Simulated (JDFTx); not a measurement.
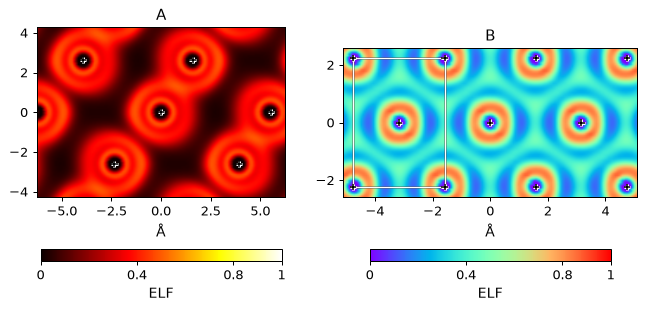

The ELF of 2 systems, each on a plane through atoms (crosses mark nuclei in the plane).

Computed with Kohn-Sham DFT of a periodic cell, PBEsol, PseudoDojo-SR-PBEsol-0.4.1-standard (JDFTx).

System 1: W, the (11̄0) plane of the conventional cell. Space group Im-3m; computed pressure about −3 GPa in this cell.

System 2: Bi, the (110) plane of the conventional cell. Space group R-3m.

```yaml
crystal:
  lattice:
    - [4.53500, 0.00000, 0.00000]
    - [-2.26750, 3.92743, 0.00000]
    - [0.00000, 0.00000, 11.81400]
  atoms:
    - { symbol: Bi, position: [0.66667, 0.33333, 0.09933] }
    - { symbol: Bi, position: [0.33333, 0.66667, 0.43267] }
    - { symbol: Bi, position: [0.00000, 0.00000, 0.76600] }
    - { symbol: Bi, position: [0.00000, 0.00000, 0.23400] }
    - { symbol: Bi, position: [0.66667, 0.33333, 0.56733] }
    - { symbol: Bi, position: [0.33333, 0.66667, 0.90067] }
```

Match each panel to its system.

Answer. Panel A is system 2, Bi: the plane holds Bi. Bi–Bi (3.06 Å): the ELF is about 0.50 at the midpoint. Panel B is system 1, W: the plane holds W. W–W (2.74 Å): the ELF is about 0.40 at the midpoint.
